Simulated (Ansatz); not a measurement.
Geometry relaxation, with input and output: Zn₇Sn₈O₂₅ (charge +1) (part 2 of 5)

Zn₇Sn₈O₂₅ (defect cell, 40 atoms in the cell, total charge +1); DFT PBE, scalar-relativistic, plane waves, PAW, spin-polarised (Ansatz 0.2.0); cutoff 420 eV, 2×2×2 k-mesh, Gaussian smearing of 0.01 eV, collinear spins. The structure derives from a Materials Project entry. It belongs to a series of runs on one base structure; here: O on a Zn site (c), charge +1, atoms relaxed at the host's cell.

Log, continued
```
SCF iter   1: F=—  HF=-85612.838361 eV  |F-HF|=—  |Δ(HF+E_count)|=         —  Δρ=1.62e-5 (↑1.44e-5 ↓1.62e-5)  dr2=3.45e-6  dr2_m=1.66e-7  M=1.000 μB ∫|m|=1.199 μB  β_m=0.30  ethr=1.00e-9  ⟨swp⟩=1.0  Hψ=4016  notcnv=0
preconditioner: auto → Resta (q_TF=auto, 2.586 Å⁻¹)  ε∞=4.7  [insulator: Δε(μ)=0.832 eV  Ē_g=16.512 eV  σ=0.010 eV  W_gap=1.00  n_scr=140 (ndim 8)  ℏωp=31.6 eV  f_vac=0.025  D(μ)=0.00/eV (n_scr^D=0)  ε∞_Penn≈4.7]
spin=Collinear: Resta preconditioning applied to the charge; magnetization (m = ρ↑ − ρ↓) channel mixes plain (no charge-response kernel on spin).
SCF iter   2: F=—  HF=-85612.838361 eV  |F-HF|=—  |Δ(HF+E_count)|=   3.73e-7  Δρ=7.84e-6 (↑7.49e-6 ↓7.84e-6)  dr2=6.63e-7  dr2_m=9.74e-8  M=1.000 μB ∫|m|=1.199 μB  β_m=0.37  ethr=1.00e-9  ⟨swp⟩=2.0  Hψ=2810  notcnv=0
SCF iter   3: F=—  HF=-85612.838361 eV  |F-HF|=—  |Δ(HF+E_count)|=   8.91e-8  Δρ=5.18e-6 (↑4.48e-6 ↓5.18e-6)  dr2=3.28e-7  dr2_m=4.39e-8  M=1.000 μB ∫|m|=1.199 μB  β_m=0.51  ethr=1.92e-10  ⟨swp⟩=2.0  Hψ=2600  notcnv=0
SCF iter   4: F=—  HF=-85612.838361 eV  |F-HF|=—  |Δ(HF+E_count)|=   1.03e-7  Δρ=4.05e-6 (↑4.05e-6 ↓3.00e-6)  dr2=1.86e-7  dr2_m=1.35e-8  M=1.000 μB ∫|m|=1.199 μB  β_m=0.49  ethr=9.50e-11  ⟨swp⟩=2.0  Hψ=2800  notcnv=0
SCF iter   5: F=-85612.838361 eV  HF=-85612.838361 eV  |F-HF|=1.75e-8  |Δ(HF+E_count)|=   2.04e-8  Δρ=1.83e-6 (↑7.93e-7 ↓1.83e-6)  dr2=3.01e-8  dr2_m=2.35e-9  M=1.000 μB ∫|m|=1.199 μB  ethr=2.90e-11  ⟨swp⟩=6.1  Hψ=10272  notcnv=0
the starting moments were not kept: 1 of 7 ended reversed and 2 kept their direction, counting a site from 0.1 of the cell's largest site moment. The largest reversed, site 24 (counted from 0, in the order of the report's site_moments_mub), started with +0.143 μB and closes at -3.2e-2 μB in its sphere.
SCF 12 converged in 5 iterations: F = -85612.838361 eV  dr2 = 3.01e-8
relax step  12: F+E_penalty+E_count = -85612.83836119 eV  Δ(F+E_penalty+E_count) = -2.031e-6 eV  max|allowed force component| = 1.160e-2 eV/Å  Δτ_max = 0.0000 Å  (5 SCF iters, accepted)
```

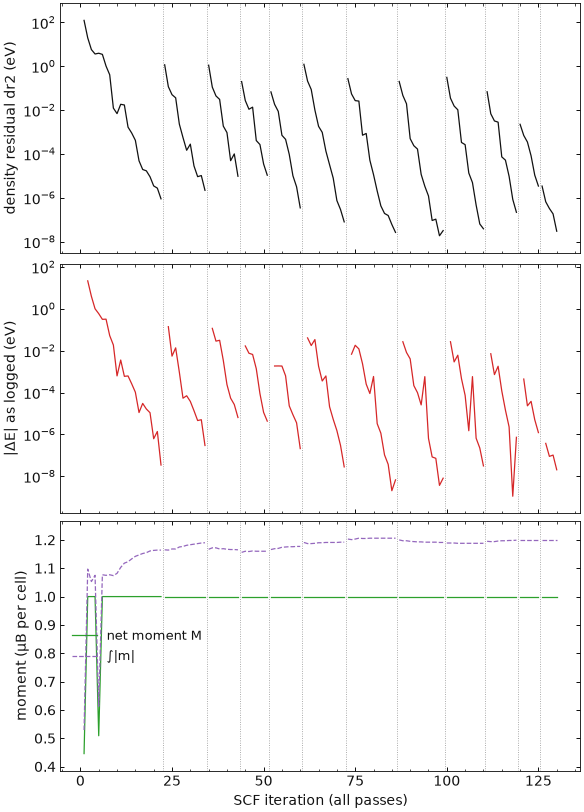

Figure 1. Convergence of the self-consistent field: density residual dr2, size of the energy change and magnetic moment against the SCF iteration. The dotted lines part the SCF passes of the relaxation: geometry steps, rejected trials and re-solves on a re-selected basis. The 12 passes take 5 to 22 iterations each, 130 in all. The net moment goes from 0.4 to 1.0 μB per cell.

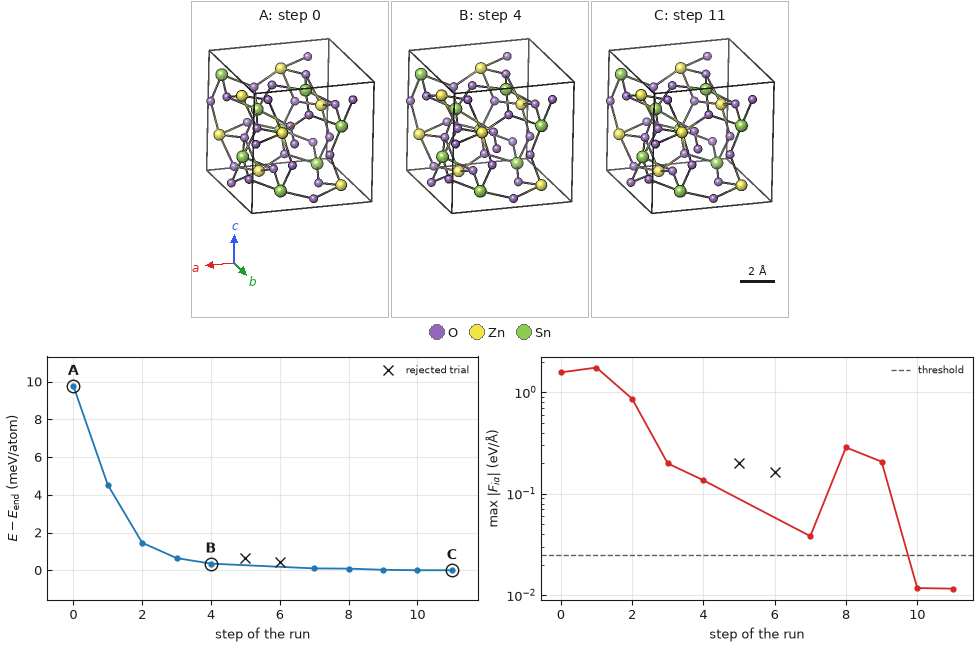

Figure 2. Frames of the relaxation (ball-and-stick view of the cell of the calculation (origin shifted), seen at an oblique angle) above the curves, on which the letters mark them (the first geometry is step 0 here and step 1 in the log).

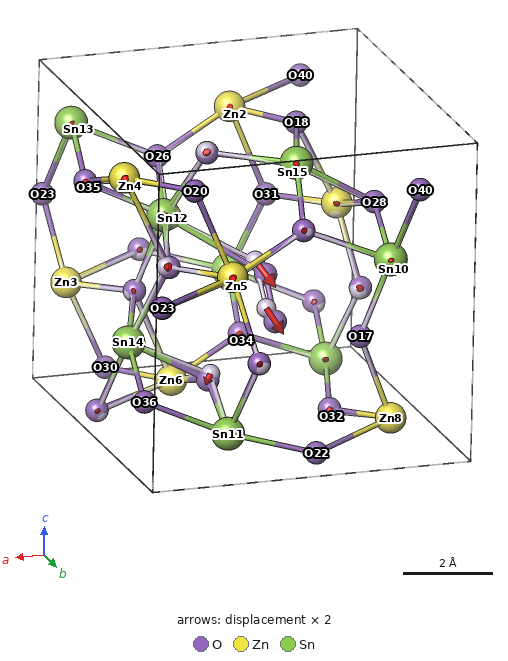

Figure 3. Start (faint) and end (solid) with the displacements as red arrows, magnified 2 times (ball-and-stick view of the cell of the calculation (origin shifted), seen at an oblique angle). The atom that moves furthest is O21 (0.41 Å). By element the largest moves are O 0.41 Å, Sn 0.09 Å, Zn 0.08 Å. The cell doesn't change. Distances before and after: Sn12–O21 2.260 → 2.681 Å, Zn4–O29 2.392 → 2.551 Å, Zn5–O20 2.395 → 2.319 Å, O1–O21 1.282 → 1.212 Å. Among the angles that change: O21–Sn12–O29 86.3° → 76.3°, Sn12–O38–Sn15 106.0° → 113.2°, Zn6–O25–Sn11 137.3° → 143.8°. The energy falls by 9.8 meV per atom in 11 geometry steps. Largest force component: 1.6 eV/Å at the start, 0.012 eV/Å at the end. The line search rejected the trial steps at points 5, 6 (counted from 0) and went back. (Atoms are counted from 1 in the order of the input.)

```
SCF converged after 5 iterations
Magnetization: 1.0000 μB (173.0000 up, 172.0000 down)
Absolute magnetization: 1.2036 μB (∫|ρ↑−ρ↓|, with the PAW one-centre terms)
Spin contamination: 0.0146 ħ² per cell (⟨S²⟩ above its minimum at these occupations)
Per-site moments (μB) at R_I (Å): [(0.2807069521840848, 0.49985001122655), (7.261379617275502e-5, 0.8386461985035976), (0.0005592836583667751, 0.8419404889312684), (0.00018433945652434954, 0.8210314521551902), (0.0006648166431278943, 0.8419103795079919), (0.0014011625908982414, 0.8243708979632263), (0.0016809988049108372, 0.8160958956114529), (0.0005144569989587661, 0.8296235821696534), (-0.0002072526928593525, 0.8534658306033954), (9.745793754914278e-5, 0.83768434640726), (7.532383437687159e-5, 0.846145500540065), (0.0005409957928829777, 0.8361072097606137), (-6.836110282701771e-6, 0.8463329793442714), (0.00035591515420780635, 0.8308719528482456), (0.0002515352480695113, 0.8133205200758344), (0.0001014510646773309, 0.8323635007649468), (-0.023724125437328412, 0.83768434640726), (0.0014381470107250203, 0.8386461985035976), (0.0030757261143932544, 0.8361072097606137), (-0.0005365362699272185, 0.8297814909221469), (0.2650501607154308, 0.49985001122655), (0.001460707410761271, 0.8401974087130143), (-0.00022394208855087513, 0.8532276902314003), (-0.00351745629469344, 0.8210314521551902), (-0.03211154706150479, 0.8277015659288752), (0.0008161301167441818, 0.8440842646495383), (-0.0020074950146179876, 0.8419404889312684), (0.002174121358341546, 0.8346836183626948), (0.0065353190395119765, 0.8481822598755986), (0.0005140047908724227, 0.8437653563315447), (0.001523450246389058, 0.833885935546717), (0.022519367048414663, 0.8133205200758344), (0.00247135096045474, 0.8361841919014567), (0.019394443046370273, 0.8243708979632263), (0.0014095109733884693, 0.8160958956114529), (0.0008897851121675422, 0.8484627347924908), (0.009205869184544802, 0.8419103795079919), (0.008722546459287274, 0.8373090177661735), (0.008149472925220575, 0.8180399374876889), (0.0005372742262722177, 0.8483335765020605)]
Free energy (F): -85612.838361 eV
Harris-Foulkes:  -85612.838361 eV  (|F-HF|=1.75e-8)
Internal energy: -85612.838361 eV  (E = F + TS)
E sigma→0 (E₀):  -85612.838361 eV
Fermi energy:    8.480102 eV
--- Per-component energies (eV) ---
  E_band       = -330.555277
  E_kinetic    = 6776.180368
  E_local      = -25955.955634  (includes V_loc(G=0)·N_el)
  E_nonlocal   = 5310.670806
  E_hartree    = 11840.280708
  E_xc         = -5817.919617
  E_vxc        = -3432.403203  (∫ρ·V_xc dr)
  E_paw        = -49958.952404  (= ΣΔE_a)
  E_vpaw       = -6709.667197  (= ΣTr[D̂ρ^β])
  E_aug_tail   = 0.057438  (compensation charges beyond the density's cutoff)
  E_ewald      = -27807.200026
  E_smearing   = -0.000000  (= −TS)
  E_closure    = 0.000000  (closes the sum)
  E_deformation_potential = 16.083450  (in the stress; not in F)
  Σ components = -85612.838361   (vs F -85612.838361, Δ=0.00e0)
--- Forces (eV/Å), atoms counted from 1 ---
  atom   1  O      0.00608404    -0.00011837    -0.00044408
  atom   2  Zn    -0.00298670     0.00040983    -0.00028609
  atom   3  Zn    -0.00048663    -0.00172515     0.00342171
  atom   4  Zn    -0.00022300     0.00154741    -0.00649344
  atom   5  Zn     0.00554122     0.00421048    -0.00200597
  atom   6  Zn    -0.00359342    -0.00519483     0.00015115
  atom   7  Zn    -0.00192688     0.00596057     0.00097815
  atom   8  Zn    -0.00000582    -0.00238288    -0.00503799
  atom   9  Sn    -0.00031729     0.00154050    -0.00093018
  atom  10  Sn    -0.00143981     0.00275966     0.00148754
  atom  11  Sn     0.00180444    -0.00176518    -0.00282492
  atom  12  Sn    -0.01160364    -0.00330839    -0.00005217
  atom  13  Sn     0.00051389     0.00240370     0.00197765
  atom  14  Sn    -0.00048621     0.00493089     0.00365840
  atom  15  Sn    -0.00015204    -0.00245959     0.00134416
  atom  16  Sn    -0.00161003    -0.00596074     0.00374567
  atom  17  O      0.00296572     0.00261459     0.00107871
  atom  18  O      0.00456393     0.00545789    -0.00008328
  atom  19  O      0.00061032     0.00227436    -0.00405075
  atom  20  O     -0.00026643    -0.00208425     0.00130117
  atom  21  O      0.00270164    -0.00362403    -0.00134542
  atom  22  O     -0.00237315     0.00160230     0.00213402
  atom  23  O      0.00065856    -0.00668537     0.00070627
  atom  24  O      0.00031878     0.00167954     0.00037971
  atom  25  O     -0.00031088    -0.00199221     0.00333391
  atom  26  O      0.00135555     0.00039296     0.00065241
  atom  27  O      0.00291699     0.00452604     0.00065195
  atom  28  O     -0.00386869     0.00294700     0.00251149
  atom  29  O     -0.00259802    -0.00087799    -0.00317680
  atom  30  O     -0.00266317    -0.00364735    -0.00117902
  atom  31  O      0.00193557    -0.00078050     0.00114099
  atom  32  O      0.00215076    -0.00262769     0.00249165
  atom  33  O      0.00005775     0.00046198     0.00305903
  atom  34  O      0.00425645     0.00606020    -0.00281073
  atom  35  O      0.00335895    -0.00658703    -0.00182161
  atom  36  O     -0.00371885    -0.00083579     0.00207515
  atom  37  O     -0.00135891     0.00030823    -0.00336479
  atom  38  O      0.00443857     0.00052736    -0.00111312
  atom  39  O     -0.00144662     0.00066888     0.00089495
  atom  40  O     -0.00288230    -0.00051732    -0.00230465
  max |Σ_I F_I| component: 1.49e-4 eV/Å
--- Charged-cell corrections in eV (Makov–Payne, q = +1.000 e, ε = [13.640, 13.640, 22.459]) ---
  F (periodic)     = -85612.838361  (uncorrected; the corrections below are reported, never added to it)
  E_corr1          = +0.162815  (monopole, q²α_M/2ε̄L, of the cell on which ε is isotropic)
  F Makov-Payne    = -85612.675546  (F + E_corr1; no measured alignment; for a localised charge, not one spread in a band: unchecked)
  no potential alignment in this run, which stands beside a crystal: run the host's input off ansatz write-host-input, and read the two finished runs by ansatz place-levels (neither reads a slab, a wire or a sheet, whose cell leaves a vacuum)
--- Band table (eV; the first three rows and the last of 8) ---
  k-point 0 ↑: bands = ["-18.9626", "-12.6866", "-12.6294", "-12.5084", "-12.4672", "-12.3848", "-12.3664", "-12.3114", "-12.2665", "-12.1526", "-12.1106", "-12.1060", "-12.0511", "-12.0343", "-12.0228", "-12.0062", "-11.9682", "-11.9384", "-11.9050", "-11.8542", "-11.8321", "-11.8072", "-11.7968", "-11.7563", "-11.7529", "-11.7429", "-11.6869", "-11.6768", "-11.6539", "-11.6415", "-11.6354", "-11.6193", "-11.6076", "-11.5866", "-11.5688", "-11.5574", "-11.5219", "-11.5087", "-11.4958", "-11.4666",
      "-11.4463", "-10.0434", "-9.5142", "-9.4860", "-9.3419", "-9.1850", "-9.1159", "-8.9846", "-8.7415", "-8.6758", "-8.6324", "-8.5270", "-8.3188", "-8.2673", "-8.2167", "-8.1660", "-7.9798", "-7.6774", "-7.6398", "-7.5577", "-7.5070", "-7.4235", "-7.4019", "-7.2873", "-6.4258", "-0.1868", "0.3359", "0.4167", "1.3143", "1.5143", "1.5470", "1.5910", "1.8257", "1.9290", "1.9793", "2.0623", "2.7064", "2.7892", "2.9620", "3.1130",
      "3.1865", "3.2355", "3.2853", "3.3064", "3.4170", "3.4457", "3.4833", "3.4992", "3.5349", "3.5632", "3.5874", "3.6245", "3.6587", "3.6853", "3.7229", "3.7478", "3.7674", "3.7991", "3.8295", "3.8711", "3.8965", "3.9097", "3.9506", "3.9998", "4.0170", "4.0309", "4.0982", "4.1525", "4.1739", "4.2580", "4.2951", "4.3433", "4.3659", "4.3902", "4.4195", "4.4538", "4.5096", "4.5392", "4.6321", "4.7095",
      "4.8003", "4.8452", "4.9915", "5.0799", "5.1002", "5.1819", "5.2439", "5.2795", "5.3832", "5.4847", "5.5264", "5.6019", "5.6477", "5.6863", "5.8143", "6.0385", "6.0886", "6.1442", "6.2408", "6.2965", "6.3525", "6.3995", "6.4925", "6.5276", "6.5750", "6.6114", "6.6970", "6.7512", "6.8205", "6.9026", "6.9634", "7.0048", "7.0550", "7.1741", "7.2305", "7.2680", "7.3249", "7.3553", "7.4016", "7.4321",
      "7.5038", "7.5244", "7.5341", "7.5687", "7.6010", "7.6811", "7.7113", "7.7409", "7.8171", "7.8643", "7.9144", "7.9396", "8.0124", "9.0641", "10.5521", "11.8941", "12.3011", "12.7840", "12.9633", "13.0011", "13.1003", "13.3389", "13.8893", "14.0344", "14.1667", "14.3088", "14.4282", "14.5039", "14.9152", "15.2457", "15.4532", "15.6461", "15.9574", "16.2413", "16.5915", "16.6449", "16.8109", "16.8929", "17.0566", "17.1526",
      "17.2202", "17.3520", "17.4119", "17.5312", "17.6304", "17.7135", "17.8642", "17.9393", "18.1377", "18.1988", "18.2954", "18.4689", "18.5883", "18.7386"]
  k-point 1 ↑: bands = ["-18.9626", "-12.6873", "-12.6362", "-12.5136", "-12.4589", "-12.3841", "-12.3310", "-12.3063", "-12.2472", "-12.2023", "-12.1204", "-12.1110", "-12.0866", "-12.0472", "-12.0220", "-11.9946", "-11.9534", "-11.9354", "-11.8996", "-11.8719", "-11.8493", "-11.7763", "-11.7702", "-11.7566", "-11.7445", "-11.7339", "-11.6882", "-11.6764", "-11.6648", "-11.6483", "-11.6285", "-11.6196", "-11.6060", "-11.5877", "-11.5670", "-11.5581", "-11.5229", "-11.5073", "-11.4976", "-11.4662",
      "-11.4457", "-9.9771", "-9.7102", "-9.5591", "-9.4229", "-9.0745", "-8.9149", "-8.7833", "-8.7481", "-8.6973", "-8.5926", "-8.5704", "-8.4816", "-8.3126", "-8.1826", "-8.1660", "-8.0046", "-7.7658", "-7.6326", "-7.5761", "-7.5067", "-7.4154", "-7.3489", "-7.2608", "-6.4211", "-0.1902", "0.3319", "0.4156", "1.3371", "1.4901", "1.5638", "1.6489", "1.7473", "1.8828", "1.9561", "2.1819", "2.7979", "2.9096", "3.0014", "3.0717",
      "3.1121", "3.2024", "3.2494", "3.2856", "3.3094", "3.4153", "3.4555", "3.4855", "3.5344", "3.5497", "3.5772", "3.6084", "3.6657", "3.7219", "3.7254", "3.7560", "3.7706", "3.8085", "3.8179", "3.8503", "3.8915", "3.9132", "3.9411", "3.9773", "3.9911", "4.0341", "4.0804", "4.1163", "4.1450", "4.1780", "4.2322", "4.2802", "4.3414", "4.3892", "4.4319", "4.5216", "4.5779", "4.6631", "4.6834", "4.8044",
      "4.8361", "4.9686", "5.0078", "5.0867", "5.1377", "5.2154", "5.2440", "5.3300", "5.4284", "5.4633", "5.5663", "5.6812", "5.7086", "5.7553", "5.7924", "5.8886", "5.9324", "5.9562", "6.0994", "6.1488", "6.2426", "6.4599", "6.5127", "6.5594", "6.5927", "6.6674", "6.7567", "6.8348", "6.8902", "6.9424", "7.0282", "7.0607", "7.1179", "7.1540", "7.2158", "7.2407", "7.2890", "7.3333", "7.3882", "7.4158",
      "7.4419", "7.4860", "7.5246", "7.5837", "7.6244", "7.6590", "7.7001", "7.7296", "7.7883", "7.8253", "7.9124", "7.9744", "8.0269", "9.0443", "10.7409", "11.7473", "12.2401", "12.4857", "12.9761", "13.1336", "13.3305", "13.4311", "13.9078", "14.0712", "14.2332", "14.3629", "14.5124", "14.8681", "14.9401", "15.2275", "15.5381", "15.6584", "15.7738", "15.9937", "16.0865", "16.2845", "16.3584", "16.5769", "16.8416", "16.9905",
      "17.1995", "17.3854", "17.4763", "17.7194", "17.8020", "17.9862", "18.0533", "18.1474", "18.3630", "18.4491", "18.5640", "18.6956", "18.7843", "18.8272"]
```
